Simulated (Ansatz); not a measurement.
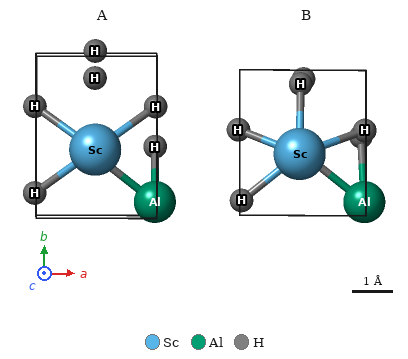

Two geometries of crystalline ScAlH6 (built on the LaYMg6-38 type type), drawn at one scale. One is the start of a relaxation, the other its converged end. A ball-and-stick model of the cell of the calculation, reduced to other axes, seen along the c axis. Lengths and directions refer to the drawn axes.

Method: DFT, PBEsol, plane waves, PAW (Ansatz). (plane-wave cutoff 420 eV; k-point mesh 6 × 6 × 6; occupations fermi dirac; smearing width 0.05 eV; no spin polarisation; cell and atoms relaxed; force threshold 0.01 eV/Å; at most 120 steps)

**Which one is relaxed?**

Structure A is the relaxed one. Case: shaken. The energy falls by 167 meV per atom in 10 accepted moves (12 points after the start). The largest force component goes from 0.82 to 0.0038 eV/Å. Pressure: 1.28 GPa at the start and −0.01 GPa at the end. At 2 points the geometry stayed and the basis and grid were re-selected for the new cell (energy shift of 2.8 meV per atom at most each time). The atom that moves furthest relative to the cell is an H atom (0.69 Å along [−1 1 −3]). Largest moves by element: H 0.69 Å, Al 0.12 Å, Sc 0.04 Å. The volume changes by +15.2 %, with a 3.208 → 3.066 Å (−4.4 %), b 4.219 → 4.711 Å (+11.7 %), c 4.320 → 4.714 Å (+9.1 %), α 118.9° → 120.0°, β 90.3° → 90.0°, γ 90.1° → 90.0°. Among the contacts that change: Al–H 2.018 → 2.979 Å, H–Sc 2.040 → 2.781 Å, H–Sc 2.099 → 2.784 Å, Al–H 2.305 → 1.762 Å. New bonds form, among them: Al–H (2.31 → 1.76 Å). Bonds break, among them: H–Sc (2.04 → 2.78 Å), H–Sc (2.10 → 2.78 Å). Among the angles between lasting bonds that change: Sc–H–Sc 114.5° → 100.6°, Sc–H–Sc 108.2° → 100.6°, Sc–H–Sc 106.6° → 100.6°. Within 0.06 Å the space group is P1 at the start and P-6 at the end; at a tighter tolerance small leftover displacements or strains of the cell lower it.
